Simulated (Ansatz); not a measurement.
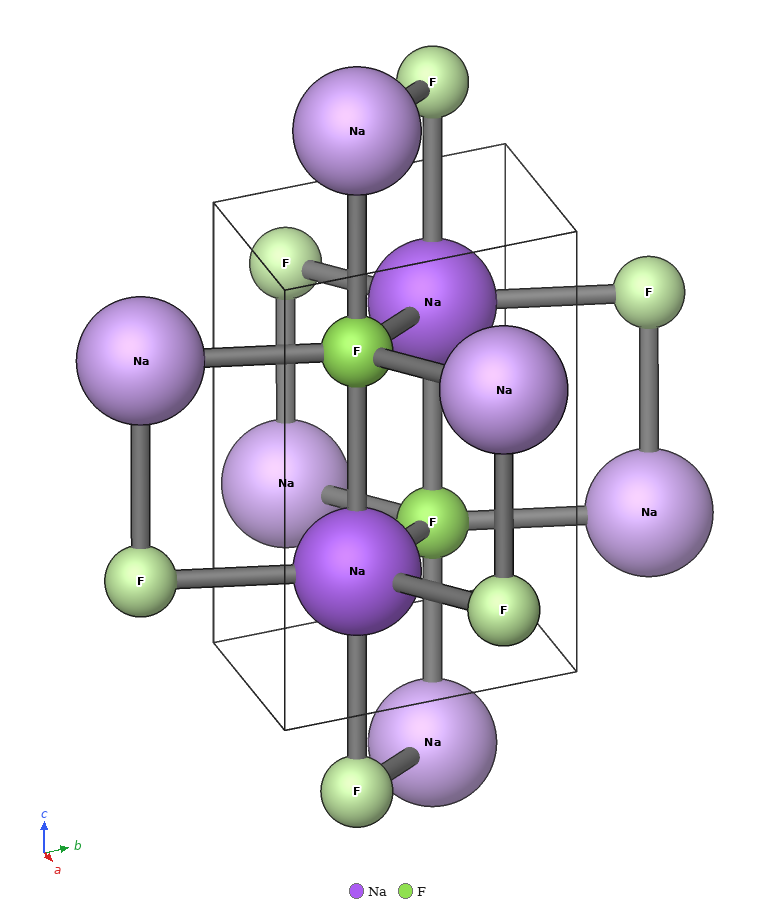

Ball-and-stick model, viewed slightly off an axis. The box is the unit cell; atoms on or close to its faces, edges and corners are drawn wherever they repeat. The first bonded neighbours in the surrounding cells are also shown, in fainter colours.

NaF, a = 3.80 Å, b = 3.85 Å, c = 4.55 Å, α = 90.00°, β = 90.00°, γ = 119.53°.

Run with DFT, PBE, plane waves, PAW (Ansatz 0.2.0) and these settings: a cutoff energy of 420 eV, k-grid 12×12×6, Fermi-Dirac smearing of 0.02 eV, no spin polarisation.

**What is the band gap, if any?**

An insulator at this level, with a gap of 5.75 eV, direct.

**Which way would the volume go on relaxing?**

The computed pressure is 3.4 GPa (compressed: it would expand).

It goes back to a structure type filled with these elements by a generator (whether the compound takes this form wasn't checked). The cell was then strained or its atoms displaced on purpose. A calculation with Ansatz used it as input.
